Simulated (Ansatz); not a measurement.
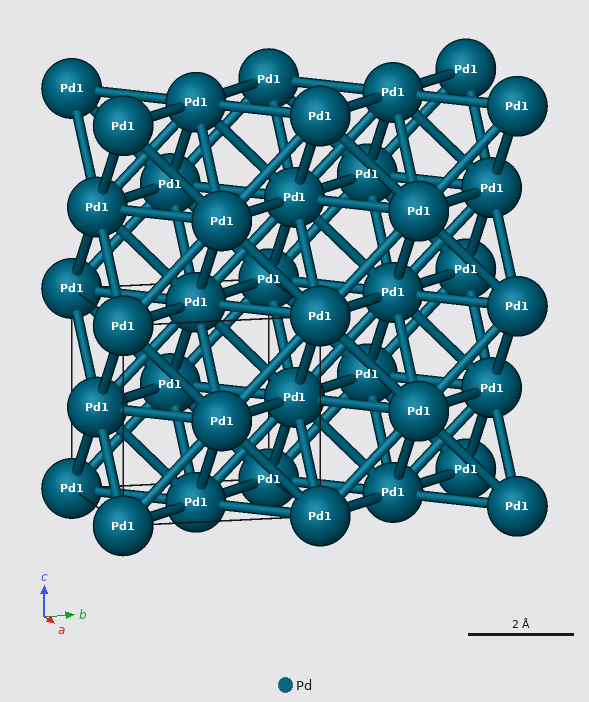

Fig. 1: The input geometry (ball-and-stick view of the cell 4 times as large as that of the calculation, set on its symmetry axes, repeated 1 × 2 × 2, seen slightly off an axis; atoms are numbered from 1 in the order of the input). Near neighbours in the crystal (not all of them lie inside the picture): Pd has 12 Pd at 2.75 Å.

Geometry relaxation of Pd

- system: Pd (Fm-3m, 1 atom in the cell)
- method: DFT r2SCAN, scalar-relativistic, plane waves, PAW, no spin polarisation (Ansatz 0.2.0)

The structure derives from an entry of the Crystallography Open Database. Figures and captions count atoms from 1; the log counts them from 0 in places.

## Log
```
Engine: ansatz 0.2.0, aarch64-unknown-linux-gnu
Pseudopotentials: kind: paw
Pseudopotential: Pd, paw, valence charge 18, recommended cutoff 500 eV (meta_gga), Pd.paw.azcp
Functional definition: r2SCAN
  parameter k0 = 0.174
  parameter k1 = 0.065
  parameter a1 = 4.9479
  exchange = r2scan_x(k0 = k0, k1 = k1, a1 = a1)
  correlation = r2scan_c
Crystal: 1 atoms, lattice volume = 14.750 Å³
Basis set: ecut = 500 eV, 339 PW (Γ), exchange–correlation on 96×96×96 points (64 copies of the dense FFT grid, shifted against one another)
Bands: 13, of which v1, the nominal top of the filled ones, is band 9 counted from 1 (8 counted from 0)
Symmetry: 48 space group operations
Space group: Fm-3m (ITA 225), of the structure as read, at distance tolerance 2.5e-5 Å
k-points: 195 of 5832
Non-local potential: Pd, projectors of the file, l = 0: 2, l = 1: 2, l = 2: 2, l = 3: 1
PAW form: soft (Blöchl's): semilocal exchange-correlation on the pseudo side does not see the compensation charge
PAW frozen core: Pd, regenerated for the run's functional (the file was generated under x = pbe(κ = 0.804, μ = 0.2195149727645171), c = pbe(β = 0.06672455060314922))
PAW one-centre angular grid: Pd, 590 points (default); XC on 160 Gauss nodes
Initial density: superposition of atomic densities (neutral atoms: chi_scale 0, normalization atom), corrected by the library's trained network
Initial wavefunctions: pseudopotential atomic-orbital guess
Functional: x = r2scan, c = r2scan; τ floored in thin density (d = 2e-4 eV/Å³)
SCF iter   1: F=—  HF=-6985.736587 eV  |F-HF|=—  |Δ(HF+E_count)|=         —  Δρ=2.05e-2  dr2=4.45e-2  dr2_τ=9.77e-3  ethr=1.77e-3  ⟨swp⟩=5.2  Hψ=14935  notcnv=0
preconditioner: auto → none  [metal: Δε(μ)=0.017 eV  Ē_g=14.943 eV  σ=0.100 eV  W_gap=0.09  n_scr=8 (ndim 8)  ℏωp=30.6 eV  f_vac=0.000  D(μ)=2.18/eV (n_scr^D=26)  sad-step TF]
SCF iter   2: F=—  HF=-6985.743185 eV  |F-HF|=—  |Δ(HF+E_count)|=   6.60e-3  Δρ=9.16e-3  dr2=4.33e-3  dr2_τ=1.04e-3  ethr=2.47e-4  ⟨swp⟩=1.9  Hψ=4412  notcnv=0
SCF iter   3: F=—  HF=-6985.744882 eV  |F-HF|=—  |Δ(HF+E_count)|=   1.70e-3  Δρ=4.44e-3  dr2=2.61e-3  dr2_τ=1.33e-4  ethr=2.40e-5  ⟨swp⟩=2.0  Hψ=4134  notcnv=0
SCF iter   4: F=—  HF=-6985.744482 eV  |F-HF|=—  |Δ(HF+E_count)|=   4.00e-4  Δρ=9.73e-4  dr2=1.41e-4  dr2_τ=3.98e-6  ethr=1.45e-5  ⟨swp⟩=2.2  Hψ=3333  notcnv=0
SCF iter   5: F=—  HF=-6985.744495 eV  |F-HF|=—  |Δ(HF+E_count)|=   1.33e-5  Δρ=3.65e-4  dr2=1.61e-5  dr2_τ=9.55e-7  ethr=7.82e-7  ⟨swp⟩=2.1  Hψ=3701  notcnv=0
SCF iter   6: F=—  HF=-6985.744499 eV  |F-HF|=—  |Δ(HF+E_count)|=   3.81e-6  Δρ=1.44e-4  dr2=2.66e-6  dr2_τ=9.98e-8  ethr=8.94e-8  ⟨swp⟩=1.4  Hψ=2952  notcnv=0
SCF iter   7: F=—  HF=-6985.744498 eV  |F-HF|=—  |Δ(HF+E_count)|=   5.17e-7  Δρ=4.15e-5  dr2=2.31e-7  dr2_τ=6.93e-9  ethr=1.48e-8  ⟨swp⟩=2.1  Hψ=3639  notcnv=0
SCF iter   8: F=-6985.744498 eV  HF=-6985.744498 eV  |F-HF|=1.05e-8  |Δ(HF+E_count)|=   4.04e-8  Δρ=1.10e-5  dr2=1.58e-8  dr2_τ=5.58e-10  ethr=5.56e-10  ⟨swp⟩=7.2  Hψ=12780  notcnv=0
SCF 1 converged in 8 iterations: F = -6985.744498 eV  dr2 = 1.58e-8
  greatest PAW one-centre occupation: 1.003 electrons in one spin orbital (limit 2), on the Pd atom at site 0 (counted from 0), in its partial waves of l = 0
relax step   1: F+E_penalty+E_count = -6985.74449841 eV  Δ(F+E_penalty+E_count) = +0.000e0 eV  max|allowed force component| = 0.000e0 eV/Å  Δτ_max = 0.0000 Å  P = +2.105 GPa  Ω = 14.750 Å³  (8 SCF iters, dr2 threshold 1.00e-7 eV, accepted)
Crystal: 1 atoms, lattice volume = 15.029 Å³
Basis set: ecut = 500 eV, 387 PW (Γ), exchange–correlation on 96×96×96 points (64 copies of the dense FFT grid, shifted against one another)
Initial density: handed on by an earlier stage of this run
Initial wavefunctions: those handed on with the density
iter 1 solved again at ethr=1.15e-5 eV; its pass at ethr=3.10e-3 eV (dr2=2.07e-3 eV) is discarded
SCF iter   1: F=—  HF=-6985.733649 eV  |F-HF|=—  |Δ(HF+E_count)|=         —  Δρ=3.77e-3  dr2=2.20e-3  dr2_τ=7.73e-3  ethr=1.15e-5  ⟨swp⟩=1.0  Hψ=17159  notcnv=0
preconditioner: auto → none  [metal: Δε(μ)=0.023 eV  Ē_g=14.685 eV  σ=0.100 eV  W_gap=0.13  n_scr=8 (ndim 8)  ℏωp=30.3 eV  f_vac=0.000  D(μ)=2.20/eV (n_scr^D=26)]
SCF iter   2: F=—  HF=-6985.745148 eV  |F-HF|=—  |Δ(HF+E_count)|=   1.15e-2  Δρ=4.08e-3  dr2=2.09e-3  dr2_τ=1.91e-4  ethr=1.15e-5  ⟨swp⟩=2.1  Hψ=3910  notcnv=0
SCF iter   3: F=—  HF=-6985.744575 eV  |F-HF|=—  |Δ(HF+E_count)|=   5.73e-4  Δρ=1.30e-3  dr2=1.72e-4  dr2_τ=1.28e-5  ethr=1.15e-5  ⟨swp⟩=2.3  Hψ=3500  notcnv=0
SCF iter   4: F=—  HF=-6985.744552 eV  |F-HF|=—  |Δ(HF+E_count)|=   2.37e-5  Δρ=6.53e-4  dr2=6.37e-5  dr2_τ=2.45e-6  ethr=9.58e-7  ⟨swp⟩=2.1  Hψ=3951  notcnv=0
SCF iter   5: F=—  HF=-6985.744540 eV  |F-HF|=—  |Δ(HF+E_count)|=   1.15e-5  Δρ=3.58e-4  dr2=1.90e-5  dr2_τ=4.95e-7  ethr=3.54e-7  ⟨swp⟩=1.0  Hψ=2559  notcnv=0
SCF iter   6: F=—  HF=-6985.744537 eV  |F-HF|=—  |Δ(HF+E_count)|=   2.91e-6  Δρ=1.99e-4  dr2=5.84e-6  dr2_τ=1.83e-7  ethr=1.06e-7  ⟨swp⟩=1.0  Hψ=2535  notcnv=0
SCF iter   7: F=—  HF=-6985.744536 eV  |F-HF|=—  |Δ(HF+E_count)|=   9.57e-7  Δρ=1.08e-4  dr2=1.71e-6  dr2_τ=6.14e-8  ethr=3.24e-8  ⟨swp⟩=1.0  Hψ=2535  notcnv=0
SCF iter   8: F=—  HF=-6985.744536 eV  |F-HF|=—  |Δ(HF+E_count)|=   3.68e-7  Δρ=3.30e-5  dr2=1.58e-7  dr2_τ=5.91e-9  ethr=9.47e-9  ⟨swp⟩=2.1  Hψ=3523  notcnv=0
SCF iter   9: F=-6985.744536 eV  HF=-6985.744536 eV  |F-HF|=2.20e-9  |Δ(HF+E_count)|=   3.64e-8  Δρ=4.67e-6  dr2=3.14e-9  dr2_τ=1.09e-10  ethr=5.56e-10  ⟨swp⟩=6.8  Hψ=12143  notcnv=0
SCF 2 converged in 9 iterations: F = -6985.744536 eV  dr2 = 3.14e-9
relax step   2: F+E_penalty+E_count = -6985.74453574 eV  Δ(F+E_penalty+E_count) = -3.733e-5 eV  max|allowed force component| = 0.000e0 eV/Å  Δτ_max = 0.0000 Å  P = -1.422 GPa  Ω = 15.029 Å³  energy of the carried Pulay correction = -4.938e-4 eV  (9 SCF iters, dr2 threshold 1.00e-7 eV, accepted)
Crystal: 1 atoms, lattice volume = 14.915 Å³
iter 1 solved again at ethr=1.74e-6 eV; its pass at ethr=3.10e-3 eV (dr2=3.13e-4 eV) is discarded
SCF iter   1: F=—  HF=-6985.743422 eV  |F-HF|=—  |Δ(HF+E_count)|=         —  Δρ=1.49e-3  dr2=3.43e-4  dr2_τ=1.25e-3  ethr=1.74e-6  ⟨swp⟩=2.2  Hψ=16580  notcnv=0
preconditioner: auto → none  [metal: Δε(μ)=0.023 eV  Ē_g=14.774 eV  σ=0.100 eV  W_gap=0.13  n_scr=8 (ndim 8)  ℏωp=30.4 eV  f_vac=0.000  D(μ)=2.18/eV (n_scr^D=26)]
SCF iter   2: F=—  HF=-6985.745348 eV  |F-HF|=—  |Δ(HF+E_count)|=   1.93e-3  Δρ=1.58e-3  dr2=3.09e-4  dr2_τ=2.83e-5  ethr=1.74e-6  ⟨swp⟩=2.1  Hψ=3884  notcnv=0
SCF iter   3: F=—  HF=-6985.745260 eV  |F-HF|=—  |Δ(HF+E_count)|=   8.83e-5  Δρ=4.92e-4  dr2=2.45e-5  dr2_τ=1.84e-6  ethr=1.72e-6  ⟨swp⟩=2.3  Hψ=3519  notcnv=0
SCF iter   4: F=—  HF=-6985.745258 eV  |F-HF|=—  |Δ(HF+E_count)|=   1.96e-6  Δρ=2.29e-4  dr2=7.85e-6  dr2_τ=2.91e-7  ethr=1.36e-7  ⟨swp⟩=2.2  Hψ=3942  notcnv=0
SCF iter   5: F=—  HF=-6985.745257 eV  |F-HF|=—  |Δ(HF+E_count)|=   1.29e-6  Δρ=1.26e-4  dr2=2.34e-6  dr2_τ=6.08e-8  ethr=4.36e-8  ⟨swp⟩=1.0  Hψ=2535  notcnv=0
SCF iter   6: F=—  HF=-6985.745257 eV  |F-HF|=—  |Δ(HF+E_count)|=   3.47e-7  Δρ=7.04e-5  dr2=7.28e-7  dr2_τ=2.27e-8  ethr=1.30e-8  ⟨swp⟩=1.0  Hψ=2535  notcnv=0
SCF iter   7: F=—  HF=-6985.745257 eV  |F-HF|=—  |Δ(HF+E_count)|=   1.25e-7  Δρ=3.51e-5  dr2=1.79e-7  dr2_τ=6.34e-9  ethr=4.04e-9  ⟨swp⟩=1.0  Hψ=2550  notcnv=0
SCF iter   8: F=-6985.745256 eV  HF=-6985.745256 eV  |F-HF|=9.76e-9  |Δ(HF+E_count)|=   3.84e-8  Δρ=9.81e-6  dr2=1.40e-8  dr2_τ=4.83e-10  ethr=5.56e-10  ⟨swp⟩=6.9  Hψ=12060  notcnv=0
SCF 3 converged in 8 iterations: F = -6985.745256 eV  dr2 = 1.40e-8
relax step   3: F+E_penalty+E_count = -6985.74525648 eV  Δ(F+E_penalty+E_count) = -7.207e-4 eV  max|allowed force component| = 0.000e0 eV/Å  Δτ_max = 0.0000 Å  P = -0.036 GPa  Ω = 14.915 Å³  energy of the carried Pulay correction = -2.936e-4 eV  (8 SCF iters, dr2 threshold 1.00e-7 eV, accepted)
Initial wavefunctions: pseudopotential atomic-orbital guess (no wavefunctions were taken with the density)
iter 1 solved again at ethr=3.85e-8 eV; its pass at ethr=3.10e-3 eV (dr2=6.93e-6 eV) is discarded
SCF iter   1: F=—  HF=-6985.745561 eV  |F-HF|=—  |Δ(HF+E_count)|=         —  Δρ=8.83e-5  dr2=1.18e-7  dr2_τ=5.00e-7  ethr=3.85e-8  ⟨swp⟩=2.3  Hψ=20759  notcnv=0
preconditioner: auto → none  [metal: Δε(μ)=0.024 eV  Ē_g=14.771 eV  σ=0.100 eV  W_gap=0.13  n_scr=8 (ndim 8)  ℏωp=30.4 eV  f_vac=0.000  D(μ)=2.18/eV (n_scr^D=26)]
SCF iter   2: F=—  HF=-6985.745562 eV  |F-HF|=—  |Δ(HF+E_count)|=   9.45e-7  Δρ=4.45e-5  dr2=4.26e-8  dr2_τ=8.84e-8  ethr=6.54e-10  ⟨swp⟩=2.1  Hψ=4024  notcnv=0
SCF iter   3: F=—  HF=-6985.745563 eV  |F-HF|=—  |Δ(HF+E_count)|=   9.13e-7  Δρ=1.96e-5  dr2=6.56e-9  dr2_τ=1.81e-8  ethr=2.37e-10  ⟨swp⟩=2.0  Hψ=3526  notcnv=0
SCF iter   4: F=—  HF=-6985.745563 eV  |F-HF|=—  |Δ(HF+E_count)|=   2.35e-7  Δρ=1.77e-6  dr2=9.17e-11  dr2_τ=1.20e-10  ethr=3.64e-11  ⟨swp⟩=2.0  Hψ=4084  notcnv=0
SCF iter   5: F=-6985.745563 eV  HF=-6985.745563 eV  |F-HF|=1.46e-11  |Δ(HF+E_count)|=   1.57e-9  Δρ=1.94e-7  dr2=2.53e-12  dr2_τ=1.32e-12  ethr=1.00e-12  ⟨swp⟩=5.6  Hψ=9935  notcnv=0
SCF 4 converged in 5 iterations: F = -6985.745563 eV  dr2 = 2.53e-12
relax step   4: F+E_penalty+E_count = -6985.74556343 eV  Δ(F+E_penalty+E_count) = -3.069e-4 eV  max|allowed force component| = 0.000e0 eV/Å  Δτ_max = 0.0000 Å  P = -0.024 GPa  Ω = 14.915 Å³  stress off target by 2.35e-2 GPa  SCF on the basis re-selected at this cell (its energy is not comparable with the rows above)  (5 SCF iters)
```

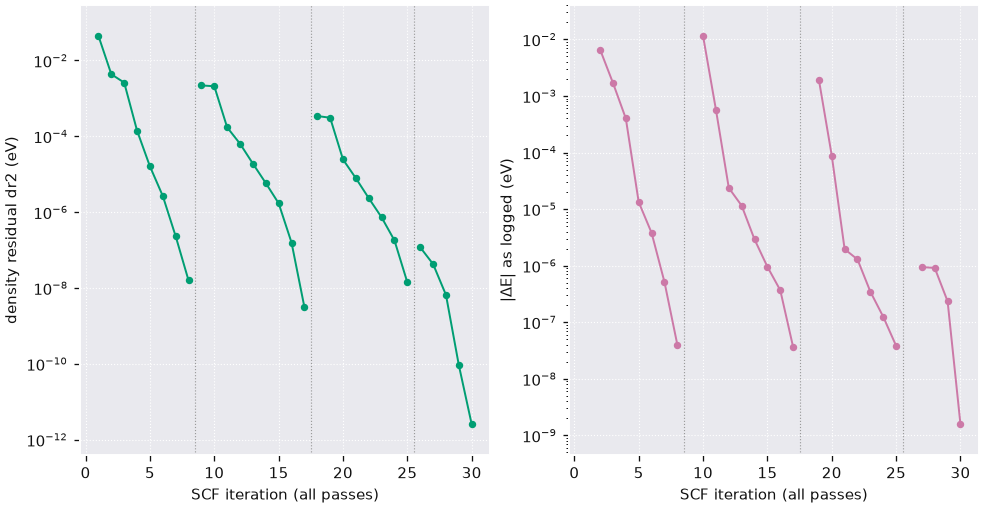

Fig. 2: Convergence of the self-consistent field: density residual dr2 and size of the energy change against the SCF iteration. The dotted lines part the SCF passes of the relaxation: geometry steps, rejected trials and re-solves on a re-selected basis. The passes take 8, 9, 8 and 5 iterations.

```
basis re-selected at this cell: Δ(F+E_penalty+E_count) = -3.069e-4 eV, ΔP = +0.012 GPa vs the last step (what re-selecting the basis moved, of the pressure what is left beyond the Pulay correction that the steps carried, after the strain that the cell walked since its last selection, with what the two solves' SCF thresholds leave and, on support functions, any second-order correction that the steps lacked; it is no measure of the basis error at this ecutwfc). This SCF's stress stands 2.35e-2 GPa from its target on what of the cell is left free (relax.cell.stress_tol is 5.00e-2 GPa) and its largest allowed force component is 0.00e0 eV/Å (relax.f_tol is 5.00e-3 eV/Å): within both
SCF converged after 5 iterations
Free energy (F): -6985.745563 eV
Harris-Foulkes:  -6985.745563 eV  (|F-HF|=1.46e-11)
Internal energy: -6985.734674 eV  (E = F + TS)
E sigma→0 (E₀):  -6985.740119 eV
Entropy (-TS):   -0.010890 eV (-10.890 meV/atom)
Fermi energy:    19.295251 eV
--- Per-component energies (eV) ---
  E_band       = -159.015197
  E_kinetic    = 515.263791
  E_local      = -1768.569372  (includes V_loc(G=0)·N_el)
  E_nonlocal   = 217.693998
  E_hartree    = 719.828995
  E_xc         = -160.260288
  E_vxc        = -232.411591  (∫ρ·V_xc dr)
  E_paw        = -3772.087970  (= ΣΔE_a)
  E_vpaw       = -347.732812  (= ΣTr[D̂ρ^β])
  E_aug_tail   = 0.000105  (compensation charges beyond the density's cutoff)
  E_vtau       = 17.082658  (kinetic-family band-sum trace: ∫τ·v_τ [+ j·A + Jᵃ·Aᵃ] dr)
  E_ewald      = -2737.151845
  E_core_change = -0.452087  (= ΣΔE_core)
  E_smearing   = -0.010890  (= −TS)
  E_closure    = 0.000000  (closes the sum)
  Σ components = -6985.745563   (vs F -6985.745563, Δ=0.00e0)
--- Forces (eV/Å), atoms counted from 1 ---
  atom   1  Pd     0.00000000    -0.00000000    -0.00000000
  max |Σ_I F_I| component: 4.93e-32 eV/Å
--- Stress (GPa, compression-positive) ---
       -0.023544      -0.000000      -0.000000
       -0.000000      -0.023544      -0.000000
       -0.000000      -0.000000      -0.023544
  P = ⅓ Tr σ = -0.0235 GPa (-0.235 kbar)
--- Band table (eV; the first three rows and the last of 195) ---
  k-point 0: bands = ["-67.1078", "-31.7764", "-31.7764", "-31.7764", "12.2542", "16.4390", "16.4390", "16.4390", "18.0130", "18.0130", "37.0600", "41.9213", "41.9213"]
  k-point 1: bands = ["-67.1061", "-31.7893", "-31.7783", "-31.7783", "12.3701", "16.3989", "16.4788", "16.4788", "17.9940", "17.9940", "37.1805", "41.1899", "42.0527"]
  k-point 2: bands = ["-67.1014", "-31.8260", "-31.7835", "-31.7835", "12.7038", "16.3005", "16.5822", "16.5822", "17.9554", "17.9554", "37.4499", "39.6696", "42.4291"]
  k-point 194: bands = ["-67.0343", "-32.0724", "-32.0311", "-31.9352", "14.9079", "15.5475", "16.3082", "17.9867", "19.6003", "27.8917", "29.4285", "30.1790", "31.4862"]
--- Relaxed structure (3 steps of the walk, 3 accepted, 1 SCFs on fresh bases) ---
  F+E_penalty+E_count = -6985.74556343 eV   max|allowed force component| = 0.000e0 eV/Å   (the final SCF, on the basis selected at the relaxed cell)
  cell:  # Å, volume = 14.9150 Å³
    - [1.86299539952745e-34, 1.9537284613676589, 1.9537284613676589]
    - [1.9537284613676589, 1.1464587074015081e-34, 1.9537284613676589]
    - [1.9537284613676589, 1.9537284613676589, -1.066843519387514e-34]
  atoms:
    - { symbol: Pd, position: [0.0, 0.0, 0.0] }
```

## Trajectory as extended XYZ (Å, eV, eV/Å), 4 frames, from step=1 to step=4
```
1
Lattice="0.0000 1.9465 1.9465 1.9465 0.0000 1.9465 1.9465 1.9465 0.0000" Properties=species:S:1:pos:R:3:forces:R:3 step=1 energy=-6985.74450 pressure_GPa=2.10
Pd    0.0000    0.0000    0.0000    0.0000   0.0000   0.0000
1
Lattice="0.0000 1.9587 1.9587 1.9587 0.0000 1.9587 1.9587 1.9587 0.0000" Properties=species:S:1:pos:R:3:forces:R:3 step=2 energy=-6985.74454 pressure_GPa=-1.42
Pd    0.0000    0.0000    0.0000    0.0000   0.0000   0.0000
1
Lattice="0.0000 1.9537 1.9537 1.9537 0.0000 1.9537 1.9537 1.9537 0.0000" Properties=species:S:1:pos:R:3:forces:R:3 step=3 energy=-6985.74526 pressure_GPa=-0.04
Pd    0.0000    0.0000    0.0000    0.0000   0.0000   0.0000
1
Lattice="0.0000 1.9537 1.9537 1.9537 0.0000 1.9537 1.9537 1.9537 0.0000" Properties=species:S:1:pos:R:3:forces:R:3 step=4 energy=-6985.74556 pressure_GPa=-0.02
Pd    0.0000    0.0000    0.0000    0.0000   0.0000   0.0000
```

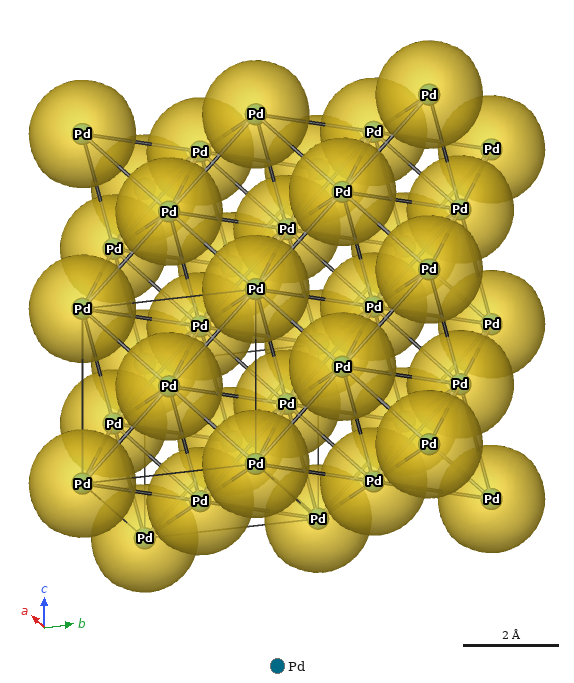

Fig. 3: Isosurface of the valence charge density (pseudo) at 0.4 e/Å³ (yellow), seen at an oblique angle. Sticks mark near contacts. The outline is the cell set on symmetry axes. At this value the density breaks into separate islands; it holds about 90 % of the electrons treated as valence (semicore included). It is pinched off along the Pd–Pd (2.76 Å) contacts. On the grid the lowest density along these lines, outside the cores, is 0.29 e/Å³ (Pd–Pd, 2.76 Å). The fields are those of the smooth PAW valence density.

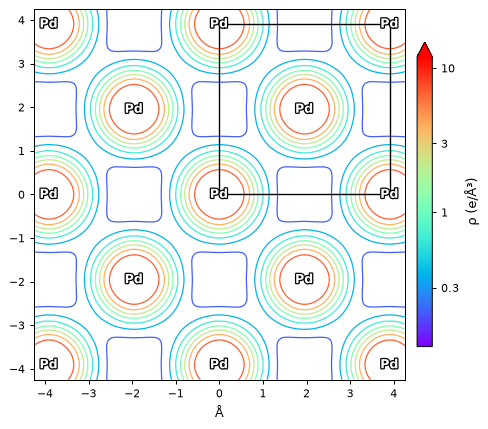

Fig. 4: Valence pseudo-density on the (010) plane of the conventional cell. The plane passes through Pd nuclei. Pd–Pd (2.76 Å): ρ is about 0.29 e/Å³ halfway. Away from the nuclei the density in this plane falls to 0.12 e/Å³ at its lowest.

This output came from the following input.

## Input file
```yaml
crystal:
  lattice:
    - [0.0, 1.9465, 1.9465]
    - [1.9465, 0.0, 1.9465]
    - [1.9465, 1.9465, 0.0]
  atoms:
    - { symbol: Pd, position: [0.0, 0.0, 0.0] }
basis:
  ecutwfc: 500
kpoints:
  mp_grid: { grid: [18, 18, 18] }
hamiltonian:
  xc: r2scan
scf:
  occupations: { method: gaussian, width: 0.1 }
output:
  forces: true
  stress: true
  eigenvalues: true
  write_density: true
  write_potential: true
  elf: true
  volumetric_format: npy
relax:
  adjacent_minimum: "off"
  f_tol: 0.005
  max_steps: 80
  cell: { stress_tol: 0.05 }
```

Launched with:
```bash
ansatz run input.yaml --threads 2 --pin off --max-ram 5120MiB --backend cpu --events-out ev --progress --plain --runs-dir out
```

## Results in brief

| quantity | value |
| --- | --- |
| outcome | converged |
| space group (tolerance 0.01 Å) | Fm-3m (225) |
| electrons treated | 18 |
| free energy | −6985.7456 eV |
| Fermi energy | 19.295 eV |
| gap on the k-point mesh | none (metallic) |
| pressure | −0.02 GPa |
| final volume | 14.91 Å³ |
| largest force (length of the vector) at the end | under 0.001 eV/Å |
| final cell | a = 2.763 Å, b = 2.763 Å, c = 2.763 Å, α = 60.00°, β = 60.00°, γ = 60.00° |
| hardware | 2 threads of Arm Neoverse V1, 24 GiB of memory available, shared host |
| wall time | 16 s (CPU time 30 s) |
| peak memory | 0.39 GiB |
